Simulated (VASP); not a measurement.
**Run report: C, band-structure run (part 1 of 2)**

C (8 atoms in the cell), computed with Kohn-Sham DFT of a periodic cell, revTPSS, VASP PAW PBE potentials, recommended, no spin polarisation (VASP 6.6.1).

The structure derives from an entry of the Crystallography Open Database.

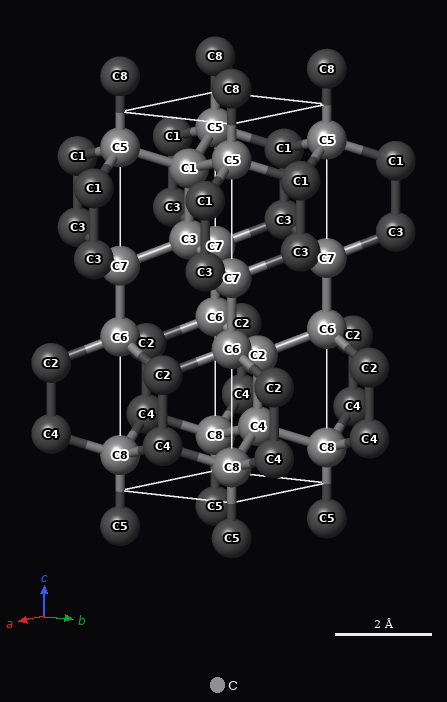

The structure (ball-and-stick view of the cell of the calculation, seen at an oblique angle; neighbours outside the cell are drawn fainter; atoms are numbered from 1 in the order of the input). Near neighbours in the crystal (not all of them lie inside the picture): C has 4 C at 1.54 Å.

### INCAR
```
SYSTEM = C
ALGO = Normal
EDIFF = 1E-6
ENCUT = 520
ISIF = 2
ISMEAR = -1
LASPH = .TRUE.
LCHARG = .FALSE.
LMIXTAU = .TRUE.
LREAL = .FALSE.
LWAVE = .FALSE.
METAGGA = RTPSS
NELM = 100
PREC = Accurate
SIGMA = 0.05
```

### KPOINTS
```
k-points
0
G
  12 12 4
  0 0 0
```

### KPOINTS_OPT
```
path GMKGALHA,LM,KH
10
line-mode
reciprocal
 0.0000000000  0.0000000000  0.0000000000  G
 0.5000000000  0.0000000000  0.0000000000  M

 0.5000000000  0.0000000000  0.0000000000  M
 0.3333333333  0.3333333333  0.0000000000  K

 0.3333333333  0.3333333333  0.0000000000  K
 0.0000000000  0.0000000000  0.0000000000  G

 0.0000000000  0.0000000000  0.0000000000  G
 0.0000000000  0.0000000000  0.5000000000  A

 0.0000000000  0.0000000000  0.5000000000  A
 0.5000000000  0.0000000000  0.5000000000  L

 0.5000000000  0.0000000000  0.5000000000  L
 0.3333333333  0.3333333333  0.5000000000  H

 0.3333333333  0.3333333333  0.5000000000  H
 0.0000000000  0.0000000000  0.5000000000  A

 0.5000000000  0.0000000000  0.5000000000  L
 0.5000000000  0.0000000000  0.0000000000  M

 0.3333333333  0.3333333333  0.0000000000  K
 0.3333333333  0.3333333333  0.5000000000  H
```

### POSCAR
```
C
1.0
    2.5221000000      0.0000000000      0.0000000000
   -1.2610500000      2.1842026709      0.0000000000
    0.0000000000      0.0000000000      8.2371000000
C
8
Direct
    0.6666666667      0.3333333333      0.8437500000
    0.3333333333      0.6666666667      0.3437500000
    0.6666666667      0.3333333333      0.6562500000
    0.3333333333      0.6666666667      0.1562500000
    0.0000000000      0.0000000000      0.9062500000
    0.0000000000      0.0000000000      0.4062500000
    0.0000000000      0.0000000000      0.5937500000
    0.0000000000      0.0000000000      0.0937500000
```

Command:
```bash
cat potpaw_PBE.64/C/POTCAR > POTCAR
mpirun -np 1 vasp_std > vasp.out
```

### OSZICAR
```
N       E                     dE             d eps       ncg     rms          rms(c)
DAV:   1     0.756375399331E+02    0.75638E+02   -0.18136E+04  3588   0.178E+03
DAV:   2    -0.759532477085E+02   -0.15159E+03   -0.14199E+03  3482   0.289E+02
DAV:   3    -0.830918790017E+02   -0.71386E+01   -0.70740E+01  3588   0.814E+01
DAV:   4    -0.832853046065E+02   -0.19343E+00   -0.19271E+00  3361   0.117E+01
DAV:   5    -0.832893859659E+02   -0.40814E-02   -0.40761E-02  3558   0.194E+00    0.105E+01
DAV:   6    -0.787846393196E+02    0.45047E+01   -0.43898E+01  2404   0.870E+01    0.720E+00
DAV:   7    -0.817924590058E+02   -0.30078E+01   -0.76144E+00  2784   0.294E+01    0.332E+00
DAV:   8    -0.805777505479E+02    0.12147E+01   -0.21378E+00  2614   0.175E+01    0.881E-01
DAV:   9    -0.817055922786E+02   -0.11278E+01   -0.14829E+00  2584   0.151E+01    0.771E-01
DAV:  10    -0.818250820665E+02   -0.11949E+00   -0.64799E-02  2899   0.210E+00    0.439E-01
DAV:  11    -0.818592731339E+02   -0.34191E-01   -0.58391E-02  2759   0.222E+00    0.166E-01
DAV:  12    -0.818776883280E+02   -0.18415E-01   -0.28210E-02  2714   0.187E+00    0.147E-01
DAV:  13    -0.818855108645E+02   -0.78225E-02   -0.42097E-03  2869   0.644E-01    0.797E-02
DAV:  14    -0.818859786610E+02   -0.46780E-03   -0.87135E-04  2849   0.225E-01    0.309E-02
DAV:  15    -0.818860020514E+02   -0.23390E-04   -0.15660E-04  2879   0.117E-01    0.145E-02
DAV:  16    -0.818860882779E+02   -0.86227E-04   -0.77560E-05  2794   0.877E-02    0.601E-03
DAV:  17    -0.818860892977E+02   -0.10198E-05   -0.29219E-06  2594   0.163E-02    0.243E-03
DAV:  18    -0.818860911034E+02   -0.18057E-05   -0.62660E-07  1882   0.102E-02    0.186E-03
DAV:  19    -0.818860916032E+02   -0.49981E-06   -0.40136E-07  1732   0.785E-03
   1 F= -.81886092E+02 E0= -.81886092E+02  d E =-.166211E-10
       N       E                     dE             ncg
DAV:   1     0.113779892963E+05   -0.39318E+05     2394
DAV:   2     0.220862701560E+04   -0.91694E+04     3495
DAV:   3     0.188011372142E+04   -0.32851E+03     2988
DAV:   4     0.187494844896E+04   -0.51653E+01     3040
DAV:   5     0.187484305817E+04   -0.10539E+00     2929
DAV:   6     0.187483948976E+04   -0.35684E-02     3092
DAV:   7     0.187483941828E+04   -0.71481E-04     2588
DAV:   8     0.187483941538E+04   -0.28976E-05     2166
DAV:   9     0.187483941515E+04   -0.23019E-06     1992
       N       E                     dE             ncg
DAV:   1     0.242883791553E+05   -0.40374E+05     1386
DAV:   2     0.194568470636E+05   -0.48315E+04     1893
DAV:   3     0.192915022116E+05   -0.16534E+03     1722
DAV:   4     0.192899330920E+05   -0.15691E+01     1691
DAV:   5     0.192898974028E+05   -0.35689E-01     1692
DAV:   6     0.192898966942E+05   -0.70856E-03     1702
DAV:   7     0.192898966732E+05   -0.21000E-04     1455
DAV:   8     0.192898966724E+05   -0.77993E-06     1193
```

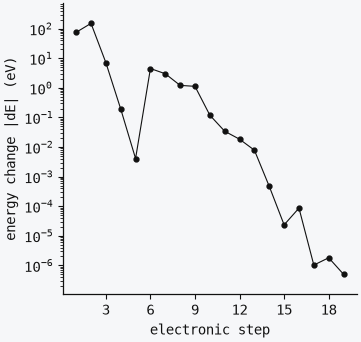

Convergence of the self-consistent field: energy change |dE| against the electronic step. It takes 19 electronic steps. The density is held fixed in the first few steps, and dE rises again when its update begins.

### Parts of OUTCAR
```
SYSTEM = C
   EDIFF = 1E-6
   ENCUT = 520
   ISIF = 2
   ISMEAR = -1
   LASPH = .TRUE.
   LREAL = .FALSE.
   METAGGA = RTPSS
   NELM = 100
   PREC = Accurate

 ion  position               nearest neighbor table
   1  0.667  0.333  0.844-   3 1.54   5 1.54   5 1.54   5 1.54
   2  0.333  0.667  0.344-   4 1.54   6 1.54   6 1.54   6 1.54
   3  0.667  0.333  0.656-   1 1.54   7 1.54   7 1.54   7 1.54
   4  0.333  0.667  0.156-   2 1.54   8 1.54   8 1.54   8 1.54
   5  0.000  0.000  0.906-   8 1.54   1 1.54   1 1.54   1 1.54
   6  0.000  0.000  0.406-   7 1.54   2 1.54   2 1.54   2 1.54
   7  0.000  0.000  0.594-   6 1.54   3 1.54   3 1.54   3 1.54
   8  0.000  0.000  0.094-   5 1.54   4 1.54   4 1.54   4 1.54

  LATTYP: Found a hexagonal cell.
 ALAT       =     2.5221000000
 C/A-ratio  =     3.2659688355

  Lattice vectors:

 A1 = (   2.5221000000,   0.0000000000,   0.0000000000)
 A2 = (  -1.2610500000,   2.1842026709,   0.0000000000)
 A3 = (   0.0000000000,   0.0000000000,   8.2371000000)

Analysis of symmetry for initial positions (statically):
=====================================================================
 Subroutine PRICEL returns:
 Original cell was already a primitive cell.

 Routine SETGRP: Setting up the symmetry group for a
 hexagonal supercell.

 Subroutine GETGRP returns: Found 24 space group operations
 (whereof 12 operations were pure point group operations)
 out of a pool of 24 trial point group operations.

The static configuration has the point symmetry D_3d.
 The point group associated with its full space group is D_6h.

Analysis of symmetry for dynamics (positions and initial velocities):
=====================================================================
 Subroutine PRICEL returns:
 Original cell was already a primitive cell.

 Routine SETGRP: Setting up the symmetry group for a
 hexagonal supercell.

 Subroutine GETGRP returns: Found 24 space group operations
 (whereof 12 operations were pure point group operations)
 out of a pool of 24 trial point group operations.

The dynamic configuration has the point symmetry D_3d.
 The point group associated with its full space group is D_6h.

 Subroutine INISYM returns: Found 24 space group operations
 (whereof 12 operations are pure point group operations),
 and found     1 'primitive' translations

----------------------------------------------------------------------------------------

                                     Primitive cell

  volume of cell :      45.3764

  direct lattice vectors                    reciprocal lattice vectors
     2.522100000  0.000000000  0.000000000     0.396494984  0.228916486  0.000000000
    -1.261050000  2.184202671  0.000000000     0.000000000  0.457832972  0.000000000
     0.000000000  0.000000000  8.237100000     0.000000000  0.000000000  0.121401950

  length of vectors
     2.522100000  2.522100000  8.237100000     0.457832972  0.457832972  0.121401950

  position of ions in fractional coordinates (direct lattice)
     0.666666667  0.333333333  0.843750000
     0.333333333  0.666666667  0.343750000
     0.666666667  0.333333333  0.656250000
     0.333333333  0.666666667  0.156250000
     0.000000000  0.000000000  0.906250000
     0.000000000  0.000000000  0.406250000
     0.000000000  0.000000000  0.593750000
     0.000000000  0.000000000  0.093750000

  ion indices of the primitive-cell ions
   primitive index   ion index
                 1           1
                 2           2
                 3           3
                 4           4
                 5           5
                 6           6
                 7           7
                 8           8

----------------------------------------------------------------------------------------

 KPOINTS: k-points

Automatic generation of k-mesh.
 Grid dimensions read from file:
 generate k-points for:   12   12    4

 Generating k-lattice:

  Cartesian coordinates                     Fractional coordinates (reciprocal lattice)
     0.033041249  0.019076374  0.000000000     0.083333333  0.000000000  0.000000000
     0.000000000  0.038152748  0.000000000     0.000000000  0.083333333  0.000000000
     0.000000000  0.000000000  0.030350487     0.000000000  0.000000000  0.250000000

  Length of vectors
     0.038152748  0.038152748  0.030350487

  Shift w.r.t. Gamma in fractional coordinates (k-lattice)
     0.000000000  0.000000000  0.000000000

 Subroutine IBZKPT returns following result:
 ===========================================

 Found     57 irreducible k-points:

 Following reciprocal coordinates:
            Coordinates               Weight
  0.000000  0.000000  0.000000      1.000000
  0.083333  0.000000  0.000000      6.000000
  0.166667  0.000000  0.000000      6.000000
  0.250000  0.000000  0.000000      6.000000
  0.333333  0.000000  0.000000      6.000000
  0.416667  0.000000  0.000000      6.000000
  0.500000  0.000000  0.000000      3.000000
  0.083333  0.083333  0.000000      6.000000
  0.166667  0.083333  0.000000     12.000000
  0.250000  0.083333  0.000000     12.000000
  0.333333  0.083333  0.000000     12.000000
  0.416667  0.083333  0.000000     12.000000
  0.166667  0.166667  0.000000      6.000000
  0.250000  0.166667  0.000000     12.000000
  0.333333  0.166667  0.000000     12.000000
  0.416667  0.166667  0.000000      6.000000
  0.250000  0.250000  0.000000      6.000000
  0.333333  0.250000  0.000000     12.000000
  0.333333  0.333333  0.000000      2.000000
  0.000000  0.000000  0.250000      2.000000
  0.083333  0.000000  0.250000     12.000000
  0.166667  0.000000  0.250000     12.000000
  0.250000  0.000000  0.250000     12.000000
  0.333333  0.000000  0.250000     12.000000
 [... further k-points ...]
```
